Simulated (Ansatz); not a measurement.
## Geometry relaxation, with input and output: BN (part 3 of 3)

BN (P6₃/mmc, 4 atoms in the cell); DFT PBE, scalar-relativistic, plane waves, PAW, no spin polarisation (Ansatz 0.2.0); cutoff 420 eV, 12×12×4 k-mesh, Gaussian smearing of 0.02 eV. The structure derives from a Materials Project entry.

Geometry of the input (Å; fractional positions):
```
2.5124  0.0000  0.0000
-1.2562  2.1758  0.0000
0.0000  0.0000  7.7073
B  0.3333  0.6667  0.2500
B  0.6667  0.3333  0.7500
N  0.3333  0.6667  0.7500
N  0.6667  0.3333  0.2500
```

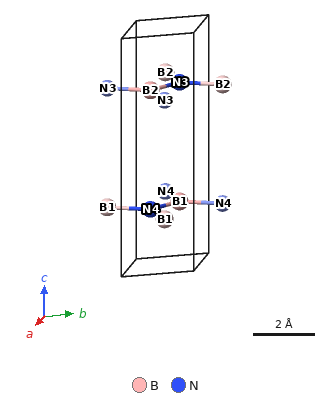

The geometry at step 8 of the log (ball-and-stick view of the cell of the calculation, seen slightly off an axis; neighbours outside the cell are drawn fainter; atoms are numbered from 1 in the order of the input).

### Log, continued
```
SCF iter   1: F=—  HF=-1084.860939 eV  |F-HF|=—  |Δ(HF+E_count)|=         —  Δρ=5.73e-5  dr2=2.03e-7  ethr=1.73e-8  ⟨swp⟩=3.5  Hψ=6499  notcnv=0
preconditioner: auto → none  [insulator: Δε(μ)=4.414 eV  Ē_g=15.359 eV  σ=0.020 eV  W_gap=1.00  n_scr=6 (ndim 8)  ℏωp=22.1 eV  f_vac=0.226  D(μ)=0.00/eV (n_scr^D=0)  ε∞_Penn≈3.1]
SCF iter   2: F=—  HF=-1084.860966 eV  |F-HF|=—  |Δ(HF+E_count)|=   2.63e-5  Δρ=2.80e-5  dr2=4.95e-8  ethr=1.27e-9  ⟨swp⟩=2.0  Hψ=1140  notcnv=0
SCF iter   3: F=—  HF=-1084.860966 eV  |F-HF|=—  |Δ(HF+E_count)|=   4.96e-7  Δρ=1.07e-5  dr2=9.88e-9  ethr=3.10e-10  ⟨swp⟩=2.0  Hψ=1060  notcnv=0
SCF iter   4: F=—  HF=-1084.860966 eV  |F-HF|=—  |Δ(HF+E_count)|=   7.08e-8  Δρ=9.35e-7  dr2=9.33e-11  ethr=6.17e-11  ⟨swp⟩=2.0  Hψ=1140  notcnv=0
SCF iter   5: F=-1084.860966 eV  HF=-1084.860966 eV  |F-HF|=3.41e-12  |Δ(HF+E_count)|=  3.53e-10  Δρ=8.89e-8  dr2=9.71e-13  ethr=1.00e-12  ⟨swp⟩=4.1  Hψ=2358  notcnv=0
SCF 15 converged in 5 iterations: F = -1084.860966 eV  dr2 = 9.71e-13
relax step  15: F+E_penalty+E_count = -1084.86096631 eV  Δ(F+E_penalty+E_count) = -1.244e-3 eV  max|allowed force component| = 5.250e-16 eV/Å  Δτ_max = 0.0000 Å  P = +0.012 GPa  Ω = 45.296 Å³  stress off target by 6.12e-2 GPa  SCF on the basis re-selected at this cell (its energy is not comparable with the rows above)  (5 SCF iters)
basis re-selected at this cell: Δ(F+E_penalty+E_count) = -1.244e-3 eV, ΔP = +0.012 GPa vs the last step (what re-selecting the basis moved, of the pressure what is left beyond the Pulay correction that the steps carried, after the strain that the cell walked since its last selection, with what the two solves' SCF thresholds leave and, on support functions, any second-order correction that the steps lacked; it is no measure of the basis error at this ecutwfc). This SCF's stress stands 6.12e-2 GPa from its target on what of the cell is left free (relax.cell.stress_tol is 5.00e-2 GPa) and its largest allowed force component is 5.25e-16 eV/Å (relax.f_tol is 5.00e-3 eV/Å): not within both, so this SCF does not close the relaxation
Crystal: 4 atoms, lattice volume = 45.600 Å³
iter 1 solved again at ethr=3.78e-6 eV; its pass at ethr=3.10e-3 eV (dr2=6.05e-4 eV) is discarded
SCF iter   1: F=—  HF=-1084.860085 eV  |F-HF|=—  |Δ(HF+E_count)|=         —  Δρ=7.40e-4  dr2=4.41e-4  ethr=3.78e-6  ⟨swp⟩=2.1  Hψ=5132  notcnv=0
preconditioner: auto → none  [insulator: Δε(μ)=4.381 eV  Ē_g=15.336 eV  σ=0.020 eV  W_gap=1.00  n_scr=6 (ndim 8)  ℏωp=22.0 eV  f_vac=0.233  D(μ)=0.00/eV (n_scr^D=0)  ε∞_Penn≈3.1]
SCF iter   2: F=—  HF=-1084.859979 eV  |F-HF|=—  |Δ(HF+E_count)|=   1.06e-4  Δρ=4.15e-4  dr2=5.78e-5  ethr=2.76e-6  ⟨swp⟩=2.1  Hψ=1082  notcnv=0
SCF iter   3: F=—  HF=-1084.859997 eV  |F-HF|=—  |Δ(HF+E_count)|=   1.82e-5  Δρ=1.34e-4  dr2=8.84e-6  ethr=3.61e-7  ⟨swp⟩=2.2  Hψ=1148  notcnv=0
SCF iter   4: F=—  HF=-1084.859999 eV  |F-HF|=—  |Δ(HF+E_count)|=   1.74e-6  Δρ=3.77e-5  dr2=2.99e-7  ethr=5.53e-8  ⟨swp⟩=3.0  Hψ=1178  notcnv=0
SCF iter   5: F=-1084.859999 eV  HF=-1084.859999 eV  |F-HF|=1.29e-10  |Δ(HF+E_count)|=   3.21e-7  Δρ=2.91e-6  dr2=2.22e-9  ethr=5.85e-11  ⟨swp⟩=3.5  Hψ=3281  notcnv=0
SCF 16 converged in 5 iterations: F = -1084.859999 eV  dr2 = 2.22e-9
relax step  16: F+E_penalty+E_count = -1084.85999907 eV  Δ(F+E_penalty+E_count) = +9.672e-4 eV  max|allowed force component| = 5.551e-17 eV/Å  Δτ_max = 0.0000 Å  P = -0.001 GPa  Ω = 45.600 Å³  energy of the carried Pulay correction = -1.029e-3 eV  (5 SCF iters, dr2 threshold 9.36e-9 eV, accepted)
iter 1 solved again at ethr=1.48e-8 eV; its pass at ethr=3.10e-3 eV (dr2=2.36e-6 eV) is discarded
SCF iter   1: F=—  HF=-1084.861041 eV  |F-HF|=—  |Δ(HF+E_count)|=         —  Δρ=5.11e-5  dr2=1.51e-7  ethr=1.48e-8  ⟨swp⟩=3.6  Hψ=6485  notcnv=0
preconditioner: auto → none  [insulator: Δε(μ)=4.399 eV  Ē_g=15.347 eV  σ=0.020 eV  W_gap=1.00  n_scr=6 (ndim 8)  ℏωp=22.0 eV  f_vac=0.232  D(μ)=0.00/eV (n_scr^D=0)  ε∞_Penn≈3.1]
SCF iter   2: F=—  HF=-1084.861070 eV  |F-HF|=—  |Δ(HF+E_count)|=   2.89e-5  Δρ=2.49e-5  dr2=3.68e-8  ethr=9.41e-10  ⟨swp⟩=2.0  Hψ=1140  notcnv=0
SCF iter   3: F=—  HF=-1084.861072 eV  |F-HF|=—  |Δ(HF+E_count)|=   1.57e-6  Δρ=9.13e-6  dr2=8.12e-9  ethr=2.30e-10  ⟨swp⟩=2.0  Hψ=1070  notcnv=0
SCF iter   4: F=—  HF=-1084.861072 eV  |F-HF|=—  |Δ(HF+E_count)|=   1.88e-7  Δρ=8.51e-7  dr2=7.93e-11  ethr=5.07e-11  ⟨swp⟩=2.0  Hψ=1140  notcnv=0
SCF iter   5: F=-1084.861072 eV  HF=-1084.861072 eV  |F-HF|=4.32e-12  |Δ(HF+E_count)|=  5.93e-10  Δρ=8.34e-8  dr2=8.43e-13  ethr=1.00e-12  ⟨swp⟩=4.1  Hψ=2344  notcnv=0
SCF 17 converged in 5 iterations: F = -1084.861072 eV  dr2 = 8.43e-13
relax step  17: F+E_penalty+E_count = -1084.86107179 eV  Δ(F+E_penalty+E_count) = -1.073e-3 eV  max|allowed force component| = 3.007e-16 eV/Å  Δτ_max = 0.0000 Å  P = +0.008 GPa  Ω = 45.600 Å³  stress off target by 4.44e-2 GPa  SCF on the basis re-selected at this cell (its energy is not comparable with the rows above)  (5 SCF iters)
basis re-selected at this cell: Δ(F+E_penalty+E_count) = -1.073e-3 eV, ΔP = +0.009 GPa vs the last step (what re-selecting the basis moved, of the pressure what is left beyond the Pulay correction that the steps carried, after the strain that the cell walked since its last selection, with what the two solves' SCF thresholds leave and, on support functions, any second-order correction that the steps lacked; it is no measure of the basis error at this ecutwfc). This SCF's stress stands 4.44e-2 GPa from its target on what of the cell is left free (relax.cell.stress_tol is 5.00e-2 GPa) and its largest allowed force component is 3.01e-16 eV/Å (relax.f_tol is 5.00e-3 eV/Å): within both
SCF converged after 5 iterations
Free energy (F): -1084.861072 eV
Harris-Foulkes:  -1084.861072 eV  (|F-HF|=4.32e-12)
Internal energy: -1084.861072 eV  (E = F + TS)
E sigma→0 (E₀):  -1084.861072 eV
Fermi energy:    4.756177 eV
--- Per-component energies (eV) ---
  E_band       = -72.850198
  E_kinetic    = 365.513067
  E_local      = -957.063977  (includes V_loc(G=0)·N_el)
  E_nonlocal   = 115.412179
  E_hartree    = 338.530234
  E_xc         = -184.008219
  E_vxc        = -228.225520  (∫ρ·V_xc dr)
  E_paw        = -413.512274  (= ΣΔE_a)
  E_vpaw       = -45.546611  (= ΣTr[D̂ρ^β])
  E_aug_tail   = 0.000194  (compensation charges beyond the density's cutoff)
  E_ewald      = -349.732277
  E_smearing   = -0.000000  (= −TS)
  E_closure    = 0.000000  (closes the sum)
  Σ components = -1084.861072   (vs F -1084.861072, Δ=0.00e0)
--- Forces (eV/Å), atoms counted from 1 ---
  atom   1  B      0.00000000     0.00000000     0.00000000
  atom   2  B     -0.00000000     0.00000000     0.00000000
  atom   3  N     -0.00000000    -0.00000000     0.00000000
  atom   4  N      0.00000000     0.00000000     0.00000000
  max |Σ_I F_I| component: 1.85e-17 eV/Å
--- Stress (GPa, compression-positive) ---
       -0.010294      -0.000000       0.000000
       -0.000000      -0.010294       0.000000
        0.000000       0.000000       0.044368
  P = ⅓ Tr σ = 0.0079 GPa (0.079 kbar)
--- Band table (eV; the first three rows and the last of 57) ---
  k-point 0: bands = ["-15.0713", "-15.0306", "-2.9330", "-2.3301", "1.2085", "1.2085", "1.2100", "1.2100", "6.9555", "10.3213", "12.6212", "14.0885"]
  k-point 1: bands = ["-15.0654", "-15.0366", "-2.8525", "-2.4276", "1.2084", "1.2084", "1.2097", "1.2097", "7.3024", "9.5013", "13.3016", "14.0909"]
  k-point 2: bands = ["-15.0511", "-15.0511", "-2.6481", "-2.6481", "1.2088", "1.2088", "1.2088", "1.2088", "8.2432", "8.2432", "14.0960", "14.0960"]
  k-point 56: bands = ["-11.4238", "-11.4238", "-5.2982", "-5.2982", "-4.5944", "-4.5944", "2.5567", "2.5567", "7.2150", "7.2150", "14.7127", "14.7127"]
--- Relaxed structure (11 steps of the walk, 11 accepted, 6 SCFs on fresh bases) ---
  F+E_penalty+E_count = -1084.86107179 eV   max|allowed force component| = 3.007e-16 eV/Å   (the final SCF, on the basis selected at the relaxed cell)
  cell:  # Å, volume = 45.5998 Å³
    - [2.5121811355226673, 2.8864646766811102e-11, 0.0]
    - [-1.2560905677863312, 2.175612682256235, 0.0]
    - [0.0, 0.0, 8.343163599278432]
  atoms:
    - { symbol: B, position: [0.3333333333333333, 0.6666666666666666, 0.25] }
    - { symbol: B, position: [0.6666666666666667, 0.33333333333333326, 0.75] }
    - { symbol: N, position: [0.3333333333333333, 0.6666666666666666, 0.75] }
    - { symbol: N, position: [0.6666666666666667, 0.33333333333333326, 0.25] }
```

### Trajectory as extended XYZ (Å, eV, eV/Å), 17 frames, from step=1 to step=17
```
4
Lattice="2.5124 0.0000 0.0000 -1.2562 2.1758 0.0000 0.0000 0.0000 7.7073" Properties=species:S:1:pos:R:3:forces:R:3 step=1 energy=-1084.85718 pressure_GPa=0.06
B     0.0000    1.4506    1.9268    0.0000   0.0000   0.0000
B     1.2562    0.7253    5.7804    0.0000   0.0000   0.0000
N     0.0000    1.4506    5.7804    0.0000   0.0000   0.0000
N     1.2562    0.7253    1.9268    0.0000   0.0000   0.0000
4
Lattice="2.5123 0.0000 0.0000 -1.2561 2.1757 0.0000 0.0000 0.0000 7.7697" Properties=species:S:1:pos:R:3:forces:R:3 step=2 energy=-1084.85665 pressure_GPa=0.04
B     0.0000    1.4505    1.9424    0.0000   0.0000   0.0000
B     1.2561    0.7252    5.8272    0.0000   0.0000   0.0000
N     0.0000    1.4505    5.8272    0.0000   0.0000   0.0000
N     1.2561    0.7252    1.9424    0.0000   0.0000   0.0000
4
Lattice="2.5120 0.0000 0.0000 -1.2560 2.1754 0.0000 0.0000 0.0000 7.8760" Properties=species:S:1:pos:R:3:forces:R:3 step=3 energy=-1084.85507 pressure_GPa=-0.01
B     0.0000    1.4503    1.9690    0.0000   0.0000   0.0000
B     1.2560    0.7251    5.9070    0.0000   0.0000   0.0000
N     0.0000    1.4503    5.9070    0.0000   0.0000   0.0000
N     1.2560    0.7251    1.9690    0.0000   0.0000   0.0000
4
Lattice="2.5120 0.0000 0.0000 -1.2560 2.1754 0.0000 0.0000 0.0000 7.8760" Properties=species:S:1:pos:R:3:forces:R:3 step=4 energy=-1084.85895 pressure_GPa=0.13
B     0.0000    1.4503    1.9690    0.0000   0.0000   0.0000
B     1.2560    0.7251    5.9070    0.0000   0.0000   0.0000
N     0.0000    1.4503    5.9070    0.0000   0.0000   0.0000
N     1.2560    0.7251    1.9690    0.0000   0.0000   0.0000
4
Lattice="2.5119 0.0000 0.0000 -1.2560 2.1754 0.0000 0.0000 0.0000 7.9821" Properties=species:S:1:pos:R:3:forces:R:3 step=5 energy=-1084.85749 pressure_GPa=0.04
B     0.0000    1.4503    1.9955    0.0000   0.0000   0.0000
B     1.2560    0.7251    5.9866    0.0000   0.0000   0.0000
N     0.0000    1.4503    5.9866    0.0000   0.0000   0.0000
N     1.2560    0.7251    1.9955    0.0000   0.0000   0.0000
4
Lattice="2.5120 0.0000 0.0000 -1.2560 2.1754 0.0000 0.0000 0.0000 8.0001" Properties=species:S:1:pos:R:3:forces:R:3 step=6 energy=-1084.85716 pressure_GPa=0.01
B     0.0000    1.4503    2.0000    0.0000   0.0000   0.0000
B     1.2560    0.7251    6.0000    0.0000   0.0000   0.0000
N     0.0000    1.4503    6.0000    0.0000   0.0000   0.0000
N     1.2560    0.7251    2.0000    0.0000   0.0000   0.0000
4
Lattice="2.5120 0.0000 0.0000 -1.2560 2.1754 0.0000 0.0000 0.0000 8.0001" Properties=species:S:1:pos:R:3:forces:R:3 step=7 energy=-1084.85991 pressure_GPa=0.10
B     0.0000    1.4503    2.0000    0.0000   0.0000   0.0000
B     1.2560    0.7251    6.0000    0.0000   0.0000   0.0000
N     0.0000    1.4503    6.0000    0.0000   0.0000   0.0000
N     1.2560    0.7251    2.0000    0.0000   0.0000   0.0000
4
Lattice="2.5121 0.0000 0.0000 -1.2561 2.1756 0.0000 0.0000 0.0000 8.0852" Properties=species:S:1:pos:R:3:forces:R:3 step=8 energy=-1084.85862 pressure_GPa=0.02
B     0.0000    1.4504    2.0213    0.0000   0.0000   0.0000
B     1.2561    0.7252    6.0639    0.0000   0.0000   0.0000
N     0.0000    1.4504    6.0639    0.0000   0.0000   0.0000
N     1.2561    0.7252    2.0213    0.0000   0.0000   0.0000
4
Lattice="2.5122 0.0000 0.0000 -1.2561 2.1756 0.0000 0.0000 0.0000 8.1213" Properties=species:S:1:pos:R:3:forces:R:3 step=9 energy=-1084.85794 pressure_GPa=-0.00
B     0.0000    1.4504    2.0303    0.0000   0.0000   0.0000
B     1.2561    0.7252    6.0910    0.0000   0.0000   0.0000
N     0.0000    1.4504    6.0910    0.0000   0.0000   0.0000
N     1.2561    0.7252    2.0303    0.0000   0.0000   0.0000
4
Lattice="2.5122 0.0000 0.0000 -1.2561 2.1756 0.0000 0.0000 0.0000 8.1213" Properties=species:S:1:pos:R:3:forces:R:3 step=10 energy=-1084.86043 pressure_GPa=0.04
B     0.0000    1.4504    2.0303    0.0000   0.0000   0.0000
B     1.2561    0.7252    6.0910    0.0000   0.0000   0.0000
N     0.0000    1.4504    6.0910    0.0000   0.0000   0.0000
N     1.2561    0.7252    2.0303    0.0000   0.0000   0.0000
4
Lattice="2.5122 0.0000 0.0000 -1.2561 2.1756 0.0000 0.0000 0.0000 8.1747" Properties=species:S:1:pos:R:3:forces:R:3 step=11 energy=-1084.85958 pressure_GPa=0.02
B     0.0000    1.4504    2.0437    0.0000   0.0000   0.0000
B     1.2561    0.7252    6.1310    0.0000   0.0000   0.0000
N     0.0000    1.4504    6.1310    0.0000   0.0000   0.0000
N     1.2561    0.7252    2.0437    0.0000   0.0000   0.0000
4
Lattice="2.5122 0.0000 0.0000 -1.2561 2.1756 0.0000 0.0000 0.0000 8.2222" Properties=species:S:1:pos:R:3:forces:R:3 step=12 energy=-1084.85869 pressure_GPa=0.00
B     0.0000    1.4504    2.0556    0.0000   0.0000   0.0000
B     1.2561    0.7252    6.1667    0.0000   0.0000   0.0000
N     0.0000    1.4504    6.1667    0.0000   0.0000   0.0000
N     1.2561    0.7252    2.0556    0.0000   0.0000   0.0000
4
Lattice="2.5122 0.0000 0.0000 -1.2561 2.1756 0.0000 0.0000 0.0000 8.2222" Properties=species:S:1:pos:R:3:forces:R:3 step=13 energy=-1084.86084 pressure_GPa=0.02
B     0.0000    1.4504    2.0556    0.0000   0.0000   0.0000
B     1.2561    0.7252    6.1667    0.0000   0.0000   0.0000
N     0.0000    1.4504    6.1667    0.0000   0.0000   0.0000
N     1.2561    0.7252    2.0556    0.0000   0.0000   0.0000
4
Lattice="2.5122 0.0000 0.0000 -1.2561 2.1756 0.0000 0.0000 0.0000 8.2875" Properties=species:S:1:pos:R:3:forces:R:3 step=14 energy=-1084.85972 pressure_GPa=0.00
B     0.0000    1.4504    2.0719    0.0000   0.0000   0.0000
B     1.2561    0.7252    6.2156    0.0000   0.0000   0.0000
N     0.0000    1.4504    6.2156    0.0000   0.0000   0.0000
N     1.2561    0.7252    2.0719    0.0000   0.0000   0.0000
4
Lattice="2.5122 0.0000 0.0000 -1.2561 2.1756 0.0000 0.0000 0.0000 8.2875" Properties=species:S:1:pos:R:3:forces:R:3 step=15 energy=-1084.86097 pressure_GPa=0.01
B     0.0000    1.4504    2.0719    0.0000   0.0000   0.0000
B     1.2561    0.7252    6.2156    0.0000   0.0000   0.0000
N     0.0000    1.4504    6.2156    0.0000   0.0000   0.0000
N     1.2561    0.7252    2.0719    0.0000   0.0000   0.0000
4
Lattice="2.5122 0.0000 0.0000 -1.2561 2.1756 0.0000 0.0000 0.0000 8.3432" Properties=species:S:1:pos:R:3:forces:R:3 step=16 energy=-1084.86000 pressure_GPa=-0.00
B     0.0000    1.4504    2.0858    0.0000   0.0000   0.0000
B     1.2561    0.7252    6.2574    0.0000   0.0000   0.0000
N     0.0000    1.4504    6.2574    0.0000   0.0000   0.0000
N     1.2561    0.7252    2.0858    0.0000   0.0000   0.0000
4
Lattice="2.5122 0.0000 0.0000 -1.2561 2.1756 0.0000 0.0000 0.0000 8.3432" Properties=species:S:1:pos:R:3:forces:R:3 step=17 energy=-1084.86107 pressure_GPa=0.01
B     0.0000    1.4504    2.0858    0.0000   0.0000   0.0000
B     1.2561    0.7252    6.2574    0.0000   0.0000   0.0000
N     0.0000    1.4504    6.2574    0.0000   0.0000   0.0000
N     1.2561    0.7252    2.0858    0.0000   0.0000   0.0000
```

### Key numbers

- outcome: converged
- space group (tolerance 0.01 Å): P6₃/mmc (194)
- electrons treated: 16
- free energy: −1084.8611 eV
- Fermi energy: 4.756 eV
- gap on the k-point mesh: 4.40 eV
- pressure: 0.01 GPa
- final volume: 45.60 Å³
- largest force (length of the vector) at the end: under 0.001 eV/Å
- final cell: a = 2.512 Å, b = 2.512 Å, c = 8.343 Å, α = 90.00°, β = 90.00°, γ = 120.00°
- hardware: 1 thread of Intel Xeon @ 2.50GHz (Skylake/Cascade Lake), 189 GiB of memory available, shared host
- wall time: 70 s
- peak memory: 0.35 GiB
